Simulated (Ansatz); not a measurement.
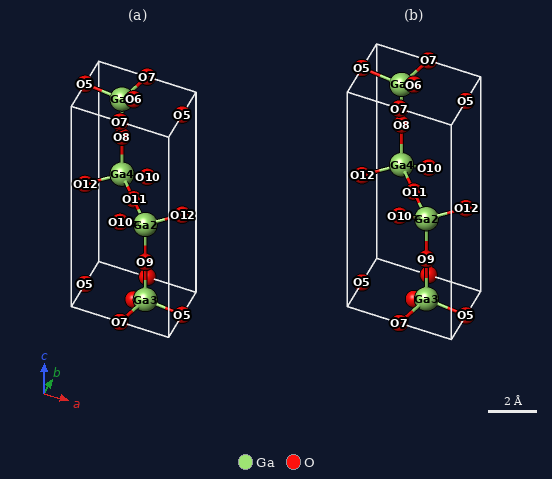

The structure of a crystal of GaO2 (a generated structure, set up in P6_3/mmc) (coarse preliminary run) before (left) and after (right) a relaxation, at one scale.

Style: ball-and-stick. Shown: the cell of the calculation, from a free direction.

The calculation used Ansatz, DFT PBE, scalar-relativistic, plane waves, PAW. (plane-wave cutoff 420 eV; k-point mesh 6 × 6 × 2; occupations gaussian; smearing width 0.1 eV; collinear spin; cell and atoms relaxed; force threshold 0.04 eV/Å; at most 70 steps)

Summarise the run.

Answer. No atom moves by more than 0.005 Å relative to the cell. The drawn cell changes as follows: a = b 5.571 → 5.958 Å (+6.9 %), c 9.097 → 9.745 Å (+7.1 %); the volume changes by +22.5 %. Among the contacts that change: Ga1–O5 1.706 → 1.825 Å. The space group stays P6_3/mmc (No. 194). The energy falls by 3.177 eV per cell of the calculation in 4 accepted moves (6 points after the start). The largest force component goes from 0.019 to 0.0017 eV/Å. Pressure: 21.50 GPa at the start and 0.26 GPa at the end. The SCF was repeated twice at an unchanged geometry on a basis and grid sized afresh for the cell, which shifted the energy by 0.310 eV per cell of the calculation at most.
